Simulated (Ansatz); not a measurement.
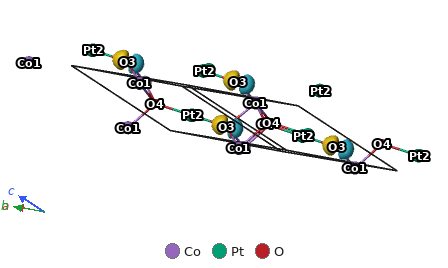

CoPtO₂: one atom of the 4-atom cell (and its periodic copies) was moved a little. Density after less density before, yellow at +0.4 and cyan at −0.4 e/Å³, seen at an oblique angle; cell a = 6.16 Å, b = 6.16 Å, c = 6.16 Å, α = 26.51°, β = 26.51°, γ = 26.51°. The lobes lie largely inside the PAW sphere, where the density is a smoothed one.

Space group R-3m; the calculation finds a residual pressure of about 7 GPa at this fixed cell; computed without spin polarisation. It comes out metallic at this level (no spin, no Hubbard term), which in such compounds can be an artefact. The cell comes from a database of computed structures, not from a measurement.

These are results of DFT PBE, scalar-relativistic, plane waves, PAW in Ansatz, not measurements.

> Find the displaced atom and its direction.

O3 moved towards the yellow lobe, to the left in the picture. In the run the shift was 0.10 Å roughly along [1 1 0] in the axes of the cell drawn.

> What restoring force does the calculation give for this move?

The force on it changes by 2.84 eV/Å along the move, against it: a stiffness of about 28 eV/Å² for this sublattice shift.
